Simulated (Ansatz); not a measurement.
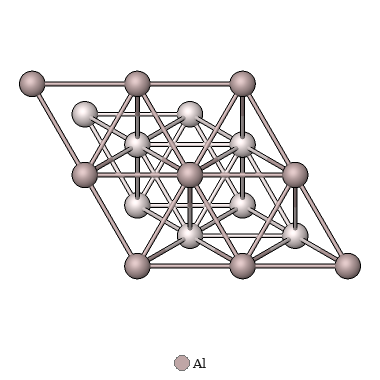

The system is H on an Al(001) slab cut from the P6_3/mmc phase, its upper half relaxed before the scan (36 atoms of substrate and one adsorbate in a 2 × 2 cell); the picture shows it without the atoms that are moved over the map. 
- H is moved over the surface cell at a fixed height above a rigid substrate; the origin of the map has the adsorbate above Al33; the height is held at 3.40 Å.
- Places are given modulo a cell vector. The map is drawn in real space over the plane of the surface.
- The scan uses a 6 × 6 grid; 10 points were computed and 26 follow by symmetry.
- Places are given in fractions of the 1 × 1 surface cell.
- Energies are in meV, from the lowest grid point.
- The runs have no spin polarisation, so an open-shell adsorbate far from the surface lies too high. At a fixed height the lowest place need not be the adsorption site.
- These are results of DFT PBE+D3(BJ), scalar-relativistic, plane waves, PAW (Ansatz), not measurements. Settings: cutoff 420 eV, k-mesh 6×6×1, gaussian smearing 0.1 eV, no spin polarisation.

Range: position of H37 along the first surface vector from 0.000 to 0.833; position of H37 along the second surface vector from 0.000 to 0.833.

What landscape does the calculation give?

Answer. The lowest grid point is at the top site over a surface Al atom, (0/6, 0/6) of the cell vectors. No other kind of well shows on this grid. The highest grid point, a threefold hollow over a second-layer Al atom, (4/6, 2/6) of the cell vectors, lies 37.4 meV above the lowest. On the interpolated surface the easiest way out of the lowest well to its copy in the next cell or period passes a barrier of about 32 meV. At the lowest point the adsorbate has 1 Al at 3.40 Å as nearest neighbours, at the highest 3 Al at 3.77 Å.

| second ↓, first → | 0/6 | 1/6 | 2/6 | 3/6 | 4/6 | 5/6 |
| --- | --- | --- | --- | --- | --- | --- |
| 5/6 | 8.0 | 19.8 | 31.7 | 31.7 | 19.8 | 8.0 |
| 4/6 | 24.1 | 31.7 | 35.5 | 31.7 | 24.1 | 20.4 |
| 3/6 | 32.3 | 31.7 | 31.7 | 32.3 | 32.9 | 32.9 |
| 2/6 | 24.1 | 19.8 | 24.1 | 32.9 | 37.4 | 32.9 |
| 1/6 | 8.0 | 8.0 | 20.4 | 32.9 | 32.9 | 20.4 |
| 0/6 | 0.0 | 8.0 | 24.1 | 32.3 | 24.1 | 8.0 |

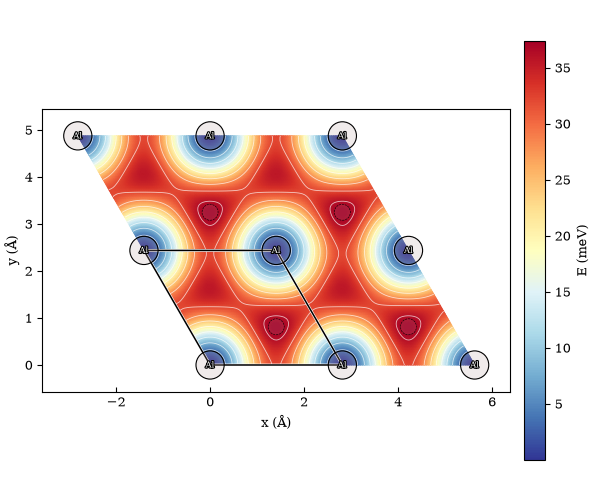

In the figure: a smooth colour map with a few white contour lines, labelled circles for the atoms of the top layer and small ones for the second layer, the outline of one cell of the 2 × 2 shown. Between grid points the surface is interpolated.

Each point was launched as `ansatz run input.yaml --threads 2 --pin off --max-ram 6144MiB --backend cpu --events-out ev --progress --plain --runs-dir out`. The whole map (10 points run) took 12 min on 2 threads of Intel(R) Xeon(R) Platinum 8259CL CPU @ 2.50GHz (Skylake/Cascade Lake) (shared host).

PAW datasets: the set soft_1.
